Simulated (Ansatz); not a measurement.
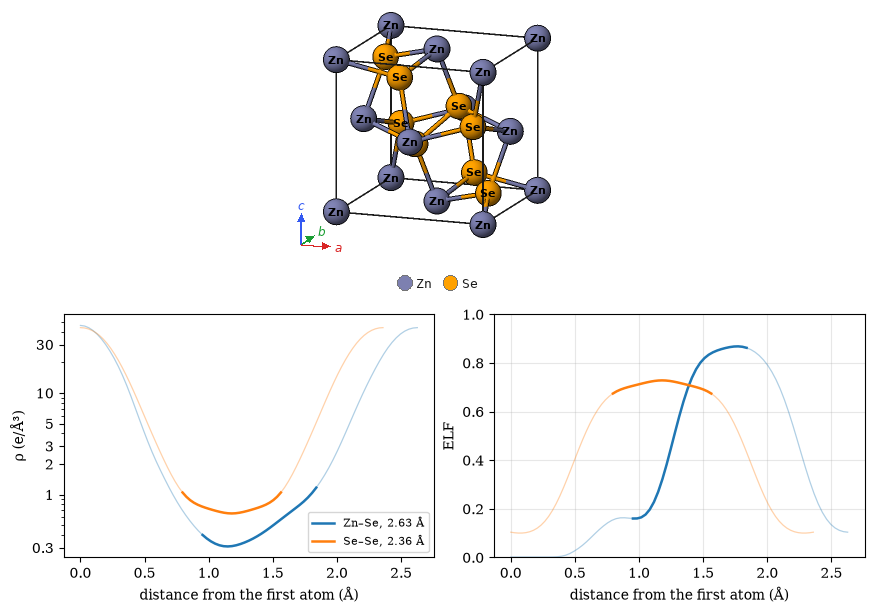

*ZnSe₂. Valence charge density (pseudo) and ELF along straight lines between neighbouring atoms. Thin, pale parts lie inside the atomic spheres. The structure is drawn too.*

Space group Pa-3; a structure from a database of computed crystals, not necessarily the ambient phase.

All numbers below come from DFT r2SCAN, scalar-relativistic, plane waves, PAW (Ansatz).

The density is the valence pseudo-density of a PAW calculation; it isn't the true density close to the nuclei.

Question: Compare the contacts.

Answer: Zn–Se (2.63 Å): ρ at the midpoint is about 0.35 e/Å³, with its minimum of 0.31 e/Å³ about 1.1 Å from Zn; the ELF is about 0.60 at the midpoint.
Se–Se (2.36 Å): the density is about 0.65 e/Å³ at the midpoint; the ELF peaks at about 0.75 between the atoms.
